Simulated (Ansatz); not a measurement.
**SnO2: a changed input and its effect**

System: SnO2 (I4₁/amd, 6 atoms in the cell).
Method of run 1: DFT, PBEsol, plane waves, PAW, no spin polarisation (Ansatz 0.2.0).

The structure derives from a Materials Project entry. The geometry comes from this level: PBE. Text and figures count atoms from 1; the logs count them from 0 in places.

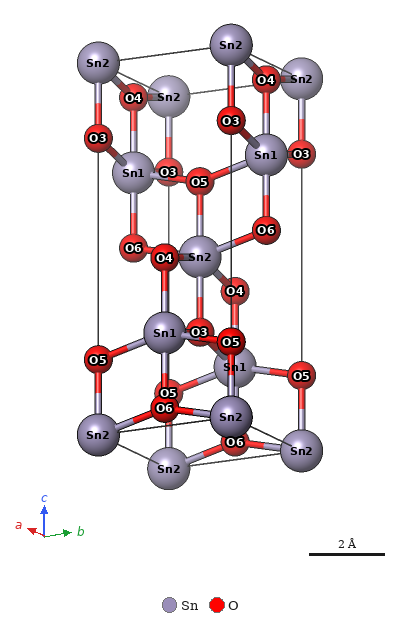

Figure 1. The input geometry (ball-and-stick view of the cell 2 times as large as that of the calculation, set on its symmetry axes, seen at an oblique angle; atoms are numbered from 1 in the order of the input). An atom can appear more than once, as a periodic image. Near neighbours in the periodic cell (some may lie outside the picture): Sn has 6 O at 2.09 to 2.10 Å; O has 3 Sn at 2.09 to 2.10 Å.

## Input, run 1
```yaml
crystal:
  lattice:
    - [-2.026127076, 2.026127076, 5.1814037931]
    - [2.026127076, -2.026127076, 5.1814037931]
    - [2.026127076, 2.026127076, -5.1814037931]
  atoms:
    - { symbol: Sn, position: [0.75, 0.25, 0.5] }
    - { symbol: Sn, position: [0.0, 0.0, 0.0] }
    - { symbol: O, position: [0.7975941557, 0.7975941557, 0.0] }
    - { symbol: O, position: [0.9524058443, 0.4524058443, 0.5] }
    - { symbol: O, position: [0.2024058443, 0.2024058443, 0.0] }
    - { symbol: O, position: [0.5475941557, 0.0475941557, 0.5] }
kpoints:
  mp_grid: { grid: [8, 8, 8] }
hamiltonian:
  xc: pbesol
scf:
  occupations: { method: fermi_dirac, width: 0.02 }
relax:
  f_tol: 0.005
  cell: {}
```

Launched with:
```bash
ansatz run input.yaml --threads 4 --pin off --max-ram 6451MiB --backend cpu --events-out ev --progress --plain --runs-dir out
```

Hardware: 4 threads of Arm Neoverse V2, 24 GiB of memory available, shared host.

## Output, shortened to warnings, some set-up lines, iterations and results (run 1)
```
Basis set: ecut = 420 eV, 1669 PW (Γ), FFT grids on a1+a3, a2+a3, a3, exchange–correlation on 60×60×80 points (8 copies of the dense FFT grid, shifted against one another)
Symmetry: 16 space group operations
k-points: 59 of 512
Initial density: superposition of atomic densities (neutral atoms: chi_scale 0, normalization atom), corrected by the library's trained network
[...]
SCF iter   1: F=—  HF=-14142.616312 eV  |F-HF|=—  |Δ(HF+E_count)|=         —  Δρ=1.37e-2  dr2=1.26e-1  ethr=1.77e-3  ⟨swp⟩=6.5  Hψ=8415  notcnv=0
SCF iter   2: F=—  HF=-14142.583063 eV  |F-HF|=—  |Δ(HF+E_count)|=   3.32e-2  Δρ=2.33e-3  dr2=2.06e-3  ethr=2.42e-4  ⟨swp⟩=2.0  Hψ=3179  notcnv=0  defer=111
SCF iter   3: F=—  HF=-14142.582782 eV  |F-HF|=—  |Δ(HF+E_count)|=   2.81e-4  Δρ=9.15e-4  dr2=4.34e-4  ethr=3.97e-6  ⟨swp⟩=2.3  Hψ=3532  notcnv=0  defer=111
SCF iter   4: F=—  HF=-14142.582930 eV  |F-HF|=—  |Δ(HF+E_count)|=   1.48e-4  Δρ=2.46e-4  dr2=4.87e-5  ethr=8.34e-7  ⟨swp⟩=2.0  Hψ=3081  notcnv=0  defer=111
SCF iter   5: F=—  HF=-14142.582980 eV  |F-HF|=—  |Δ(HF+E_count)|=   4.96e-5  Δρ=3.98e-5  dr2=1.80e-6  ethr=9.36e-8  ⟨swp⟩=2.7  Hψ=3069  notcnv=0  defer=111
[... 39 lines ...]
SCF iter   3: F=—  HF=-14142.622464 eV  |F-HF|=—  |Δ(HF+E_count)|=   1.60e-8  Δρ=2.96e-6  dr2=6.42e-9  ethr=4.73e-11  ⟨swp⟩=2.0  Hψ=2444  notcnv=0
SCF iter   4: F=—  HF=-14142.622464 eV  |F-HF|=—  |Δ(HF+E_count)|=   7.33e-9  Δρ=7.24e-7  dr2=3.42e-10  ethr=1.24e-11  ⟨swp⟩=2.0  Hψ=2586  notcnv=0
SCF iter   5: F=-14142.622464 eV  HF=-14142.622464 eV  |F-HF|=2.00e-11  |Δ(HF+E_count)|=  5.38e-10  Δρ=1.23e-7  dr2=1.32e-11  ethr=1.00e-12  ⟨swp⟩=3.9  Hψ=8047  notcnv=0
SCF 7 converged in 5 iterations: F = -14142.622464 eV  dr2 = 1.32e-11
relax step   7: F+E_penalty+E_count = -14142.62246450 eV  Δ(F+E_penalty+E_count) = +4.817e-4 eV  max|allowed force component| = 2.298e-4 eV/Å  Δτ_max = 0.0000 Å  P = -0.017 …
basis re-selected at this cell: Δ(F+E_penalty+E_count) = +4.817e-4 eV, ΔP = -0.005 GPa vs the last step (what re-selecting the basis moved, of the pressure what is left beyond the Pulay correction that the steps carried, after the strain that the cell walked since its last selection, with what the …
SCF converged after 5 iterations
Free energy (F): -14142.622464 eV
Harris-Foulkes:  -14142.622464 eV  (|F-HF|=2.00e-11)
Internal energy: -14142.622464 eV  (E = F + TS)
E sigma→0 (E₀):  -14142.622464 eV
Fermi energy:    7.589406 eV
--- Per-component energies (eV) ---
  E_band       = -230.029320
  E_kinetic    = 1078.884028
  E_local      = -3578.840766  (includes V_loc(G=0)·N_el)
  E_nonlocal   = 138.974236
  E_hartree    = 1789.961880
  E_xc         = -1043.169977
  E_vxc        = -560.947917  (∫ρ·V_xc dr)
  E_paw        = -8762.976576  (= ΣΔE_a)
  E_vpaw       = -888.032416  (= ΣTr[D̂ρ^β])
  E_aug_tail   = 0.009802  (compensation charges beyond the density's cutoff)
  E_ewald      = -3766.175923
  E_core_change = 0.710831  (= ΣΔE_core)
  E_smearing   = -0.000000  (= −TS)
  E_closure    = 0.000000  (closes the sum)
  Σ components = -14142.622464   (vs F -14142.622464, Δ=0.00e0)
--- Forces (eV/Å), atoms counted from 1 ---
  atom   1  Sn     0.00000000    -0.00000000     0.00000000
  atom   2  Sn     0.00000000    -0.00000000     0.00000000
  atom   3  O      0.00000000     0.00000000    -0.00022975
  atom   4  O      0.00000000    -0.00000000     0.00022975
  atom   5  O      0.00000000     0.00000000     0.00022975
  atom   6  O      0.00000000    -0.00000000    -0.00022975
  max |Σ_I F_I| component: 7.16e-18 eV/Å
--- Stress (GPa, compression-positive) ---
       -0.015550       0.000000       0.000000
        0.000000      -0.015550      -0.000000
       -0.000000       0.000000      -0.018628
  P = ⅓ Tr σ = -0.0166 GPa (-0.166 kbar)
--- Relaxed structure (5 steps of the walk, 5 accepted, 2 SCFs on fresh bases) ---
  F+E_penalty+E_count = -14142.62246450 eV   max|allowed force component| = 2.298e-4 eV/Å   (the final SCF, on the basis selected at the relaxed cell)
  cell:  # Å, volume = 82.4695 Å³
    - [-2.005830439049558, 2.005830439049558, 5.12442560857253]
    - [2.005830439049558, -2.005830439049558, 5.12442560857253]
    - [2.005830439049558, 2.005830439049558, -5.12442560857253]
  atoms:
[...]
```

For run 2 the input was changed thus:
```diff
-  xc: pbesol
+  xc: r2scan
+output:
+  write_density: true
+  write_potential: true
+  elf: true
+  volumetric_format: npy
```

How does run 2 compare with run 1?

The total energies belong to different methods, so their difference says nothing on which is more stable or more accurate. The volume per atom goes from 13.74 to 13.60 Å³. The functional changes from PBEsol to r2SCAN. The SCF takes 26 iterations over all geometry steps against 35. The default cutoff goes from 420 to 500 eV with the change. On the same kind of shared host run 2 took about 1.9 times as long.

## Output, shortened to warnings, some set-up lines, iterations and results (run 2)
```
Basis set: ecut = 500 eV, 2163 PW (Γ), exchange–correlation on 180×180×180 points (64 copies of the dense FFT grid, shifted against one another)
Symmetry: 16 space group operations
k-points: 59 of 512
Initial density: superposition of atomic densities (neutral atoms: chi_scale 0, normalization atom), corrected by the library's trained network
[...]
SCF iter   1: F=—  HF=-14351.746924 eV  |F-HF|=—  |Δ(HF+E_count)|=         —  Δρ=1.09e-2  dr2=7.83e-2  dr2_τ=2.48e-1  ethr=1.77e-3  ⟨swp⟩=6.4  Hψ=8324  notcnv=0  defer=1
SCF iter   2: F=—  HF=-14351.841456 eV  |F-HF|=—  |Δ(HF+E_count)|=   9.45e-2  Δρ=6.15e-3  dr2=1.64e-2  dr2_τ=1.60e-3  ethr=1.51e-4  ⟨swp⟩=2.8  Hψ=3626  notcnv=0  defer=111
SCF iter   3: F=—  HF=-14351.841134 eV  |F-HF|=—  |Δ(HF+E_count)|=   3.22e-4  Δρ=1.45e-3  dr2=1.59e-3  dr2_τ=1.82e-4  ethr=3.15e-5  ⟨swp⟩=2.0  Hψ=2020  notcnv=0  defer=111
SCF iter   4: F=—  HF=-14351.841050 eV  |F-HF|=—  |Δ(HF+E_count)|=   8.38e-5  Δρ=3.17e-4  dr2=7.10e-5  dr2_τ=6.18e-6  ethr=3.05e-6  ⟨swp⟩=2.1  Hψ=2796  notcnv=0  defer=111
SCF iter   5: F=—  HF=-14351.841065 eV  |F-HF|=—  |Δ(HF+E_count)|=   1.43e-5  Δρ=9.71e-5  dr2=1.14e-5  dr2_τ=4.48e-7  ethr=1.36e-7  ⟨swp⟩=2.0  Hψ=2612  notcnv=0  defer=111
[... 26 lines ...]
SCF iter   4: F=—  HF=-14351.913443 eV  |F-HF|=—  |Δ(HF+E_count)|=   6.69e-9  Δρ=1.45e-6  dr2=1.24e-9  dr2_τ=8.85e-11  ethr=7.48e-11  ⟨swp⟩=2.1  Hψ=2619  notcnv=0
SCF iter   5: F=—  HF=-14351.913443 eV  |F-HF|=—  |Δ(HF+E_count)|=   1.35e-9  Δρ=4.99e-7  dr2=1.23e-10  dr2_τ=1.37e-11  ethr=2.39e-12  ⟨swp⟩=2.0  Hψ=2773  notcnv=0
SCF iter   6: F=-14351.913443 eV  HF=-14351.913443 eV  |F-HF|=5.46e-12  |Δ(HF+E_count)|=  1.07e-10  Δρ=1.19e-7  dr2=6.55e-12  dr2_τ=6.53e-13  ethr=1.00e-12  ⟨swp⟩=7.0  …
SCF 5 converged in 6 iterations: F = -14351.913443 eV  dr2 = 6.55e-12
relax step   5: F+E_penalty+E_count = -14351.91344289 eV  Δ(F+E_penalty+E_count) = +1.544e-3 eV  max|allowed force component| = 9.957e-4 eV/Å  Δτ_max = 0.0000 Å  P = +0.013 …
basis re-selected at this cell: Δ(F+E_penalty+E_count) = +1.544e-3 eV, ΔP = +0.012 GPa vs the last step (what re-selecting the basis moved, of the pressure what is left beyond the Pulay correction that the steps carried, after the strain that the cell walked since its last selection, with what the …
SCF converged after 6 iterations
Free energy (F): -14351.913443 eV
Harris-Foulkes:  -14351.913443 eV  (|F-HF|=5.46e-12)
Internal energy: -14351.913443 eV  (E = F + TS)
E sigma→0 (E₀):  -14351.913443 eV
Fermi energy:    7.814821 eV
--- Per-component energies (eV) ---
  E_band       = -257.579023
  E_kinetic    = 1085.156770
  E_local      = -3557.723899  (includes V_loc(G=0)·N_el)
  E_nonlocal   = 131.539330
  E_hartree    = 1791.775929
  E_xc         = -1035.312899
  E_vxc        = -622.368439  (∫ρ·V_xc dr)
  E_paw        = -8986.159915  (= ΣΔE_a)
  E_vpaw       = -917.328372  (= ΣTr[D̂ρ^β])
  E_aug_tail   = 0.003976  (compensation charges beyond the density's cutoff)
  E_vtau       = 39.589761  (kinetic-family band-sum trace: ∫τ·v_τ [+ j·A + Jᵃ·Aᵃ] dr)
  E_ewald      = -3782.535609
  E_core_change = 1.342876  (= ΣΔE_core)
  E_smearing   = -0.000000  (= −TS)
  E_closure    = -0.000000  (closes the sum)
  Σ components = -14351.913443   (vs F -14351.913443, Δ=0.00e0)
--- Forces (eV/Å), atoms counted from 1 ---
  atom   1  Sn    -0.00000000    -0.00000000     0.00000000
  atom   2  Sn    -0.00000000    -0.00000000     0.00000000
  atom   3  O      0.00000000    -0.00000000     0.00099572
  atom   4  O      0.00000000     0.00000000    -0.00099572
  atom   5  O      0.00000000    -0.00000000    -0.00099572
  atom   6  O     -0.00000000     0.00000000     0.00099572
  max |Σ_I F_I| component: 4.88e-18 eV/Å
--- Stress (GPa, compression-positive) ---
        0.008699       0.000000      -0.000000
        0.000000       0.008699       0.000000
        0.000000      -0.000000       0.020975
  P = ⅓ Tr σ = 0.0128 GPa (0.128 kbar)
--- Relaxed structure (4 steps of the walk, 4 accepted, 1 SCFs on fresh bases) ---
  F+E_penalty+E_count = -14351.91344289 eV   max|allowed force component| = 9.957e-4 eV/Å   (the final SCF, on the basis selected at the relaxed cell)
  cell:  # Å, volume = 81.5905 Å³
    - [-1.999637858480304, 1.999637858480304, 5.101254110890821]
    - [1.999637858480304, -1.999637858480304, 5.101254110890821]
[...]
```

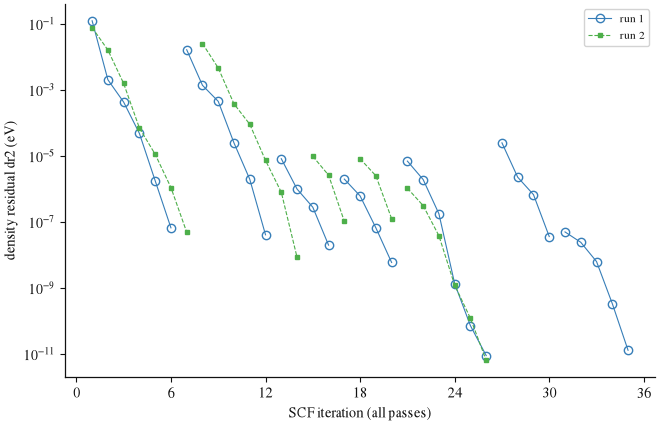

Figure 2. Convergence of the two runs: density residual dr2 against the SCF iteration. A break in a curve parts two SCF passes. Run 1 takes 35 iterations in all, and run 2 takes 26.

## The two runs side by side

| quantity | run 1 | run 2 |
| --- | --- | --- |
| outcome | converged | converged |
| free energy per atom (eV) | −2357.1037 | −2391.9856 |
| pressure (GPa) | −0.02 | 0.01 |
| volume per atom (Å³) | 13.74 | 13.60 |
| largest force (eV/Å) | 0.000 | 0.001 |
| SCF iterations | 35 | 26 |
| irreducible k-points | 59 | 59 |
| gap on the mesh (eV) | – | 2.33 |
| wall time (shared host) | 13 s | 24 s |
